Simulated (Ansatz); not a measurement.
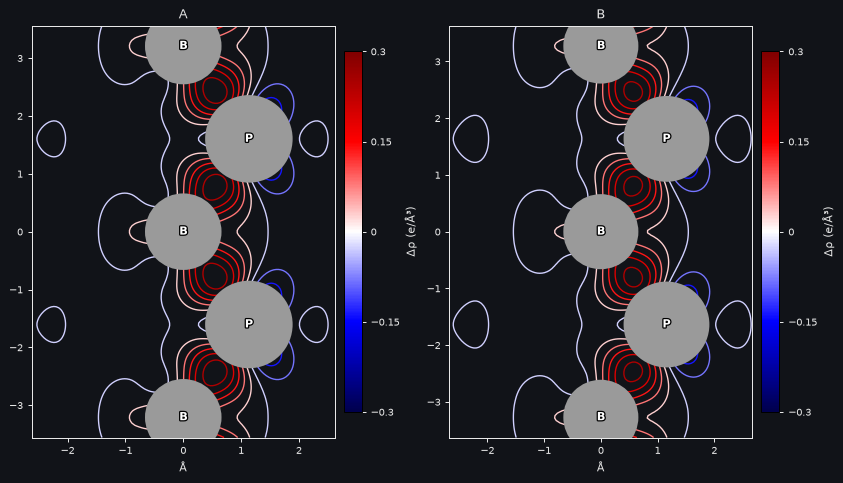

BP: deformation density on the (101) plane of the conventional cell at two volumes, with the same fractional coordinates and one colour scale. Grey discs cover the cores. Panel B has 106 % of the volume of panel A.

Space group F-43m.

Level of theory: DFT r2SCAN, scalar-relativistic, plane waves, PAW in Ansatz.

What changes between the database cell and the scaled one?

Answer. From A to B, B–P goes from 1.97 to 2.00 Å, and Δρ at its midpoint from +0.28 to +0.27 e/Å³. The pressure is −0.2 GPa in A and −9.0 GPa in B. Bader charges in A: B +0.64 and P −0.64 e; in B: B +0.55 and P −0.55 e. The rearranged charge is 0.29 e an atom in A and 0.28 e in B.
